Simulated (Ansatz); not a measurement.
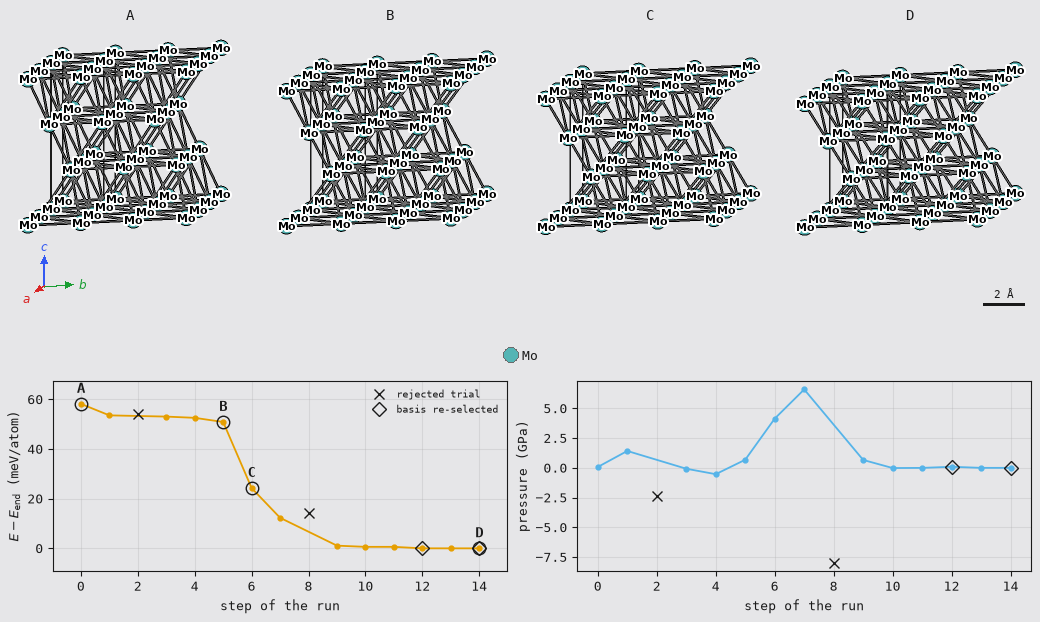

Frames of a relaxation of solid Mo (a generated structure, set up in R-3m), marked on the history of the run. A ball-and-stick model of the cell of the calculation, repeated 3 × 3 × 1 with one cell outlined, seen slightly off an axis.

Case: stacking ABC.

Method: Ansatz 0.2.0, DFT PBEsol, scalar-relativistic, plane waves, PAW.

Input file:
```yaml
crystal:
  lattice:
    - [2.7299939019, 0.0, 0.0]
    - [-1.364996951, 2.3642440712, 0.0]
    - [0.0, 0.0, 7.2591514442]
  atoms:
    - { symbol: Mo, position: [0.0, 0.0, 0.0] }
    - { symbol: Mo, position: [0.3333333333, 0.6666666667, 0.3333333333] }
    - { symbol: Mo, position: [0.6666666667, 0.3333333333, 0.6666666667] }
basis:
  ecutwfc: 420
kpoints:
  mp_grid: { grid: [18, 18, 7] }
hamiltonian:
  xc: pbesol
scf:
  occupations: { method: gaussian, width: 0.1 }
output:
  forces: true
  stress: true
  eigenvalues: true
  populations: true
relax:
  adjacent_minimum: "off"
  f_tol: 0.01
  max_steps: 45
  cell: { stress_tol: 0.05 }
```

Run as
```bash
ansatz run input.yaml --threads 1 --pin off --max-ram 2560MiB --backend cpu --events-out ev --progress --plain --runs-dir out
```

Question: What happens along the run?

Answer: Over 10 accepted moves (14 points after the start) the energy falls by 58.2 meV per atom. All forces vanish by symmetry, so only the cell relaxes. Pressure: 0.08 GPa at the start and 0.00 GPa at the end. The line search rejected the trial steps at points 2, 8 of the run. At 2 points the geometry stayed and the basis and grid were re-selected for the new cell (energy shift of 0.6 meV per atom at most each time). The atoms keep their places relative to the cell (all moves are under 0.005 Å). The volume changes by +0.7 %, with a = b 2.730 → 2.977 Å (+9.1 %), c 7.259 → 6.143 Å (−15.4 %). Near-neighbour distances that change, for instance: Mo1–Mo1 2.730 → 2.977 Å, Mo1–Mo2 2.888 → 2.673 Å. The space group stays R-3m (No. 166). Cost: 2.9 min on 1 thread of AMD EPYC 7R13 Processor (Zen 3), with other jobs on the host, peak memory 0.52 GiB. From step 0 to 5: volume −0.7 %, energy −7.3 meV per atom. From step 5 to 6: volume −0.6 %, energy −26.6 meV per atom. From step 6 to 14: volume +2.0 %, energy −24.3 meV per atom.

| step | E − E(0), meV/atom | pressure, GPa | volume, Å³/atom | note |
| --- | --- | --- | --- | --- |
| 0 | 0.00 | 0.08 | 15.618 |  |
| 1 | -4.63 | 1.42 | 15.484 |  |
| 2 | -4.01 | -2.40 | 15.711 | rejected |
| 3 | -5.13 | -0.07 | 15.568 |  |
| 4 | -5.62 | -0.53 | 15.577 |  |
| 5 | -7.30 | 0.68 | 15.510 |  |
| 6 | -33.91 | 4.14 | 15.411 |  |
| 7 | -45.88 | 6.60 | 15.370 |  |
| 8 | -43.95 | -7.98 | 16.237 | rejected |
| 9 | -57.10 | 0.67 | 15.684 |  |
| 10 | -57.58 | -0.01 | 15.713 |  |
| 11 | -57.58 | 0.00 | 15.713 |  |
| 12 | -58.18 | 0.09 | 15.713 | same geometry, new basis |
| 13 | -58.18 | 0.00 | 15.720 |  |
| 14 | -58.19 | 0.00 | 15.720 | same geometry, new basis |
